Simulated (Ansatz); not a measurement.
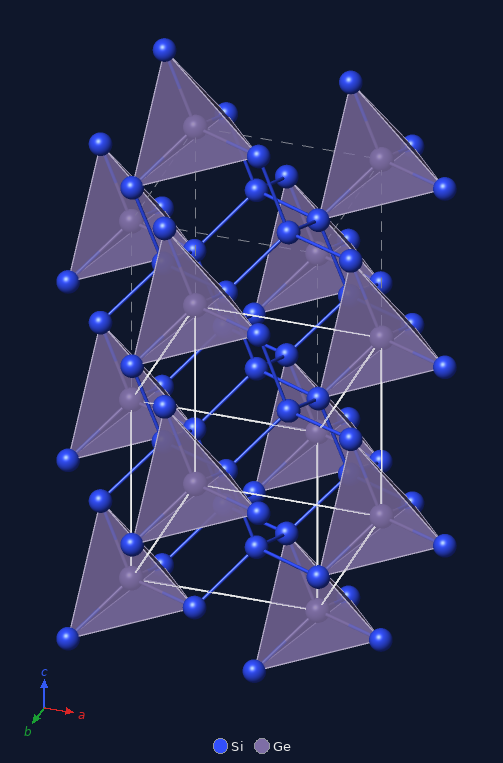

Drawn in the polyhedral manner and seen from a general direction. The solid box is one conventional unit cell, and 1×1×2 cells are shown. Some neighbours outside the box are added. Cell: a = 5.459 Å, b = 5.459 Å, c = 5.732 Å, α = 90.00°, β = 90.00°, γ = 90.00°.

Chemical formula Si7Ge. The atoms follow space group P-42m (No. 111); the Bravais lattice is primitive tetragonal. One cell contains 7 Si, 1 Ge, 8 atoms in all. The polyhedra are GeSi4 tetrahedra; they share no atoms with one another. Each Ge has four Si in a tetrahedral arrangement at about 2.4 Å. Si takes three kinds of site: 4n with three Si and one Ge in a tetrahedral arrangement (about 2.4 Å to Si, 2.4 Å to Ge); 2f with four Si in a tetrahedral arrangement at about 2.4 Å; 1d with four Si in a tetrahedral arrangement at about 2.4 Å. The bonds build a three-dimensional framework.

The model was built from a structure listed in the Materials Project. The cell was then strained or its atoms displaced on purpose. It was run through Ansatz as a DFT input.

At this level of theory the run's own cell isn't at rest (stretched, at -4 GPa), so its distances can differ from those at equilibrium, the more so the softer the solid.
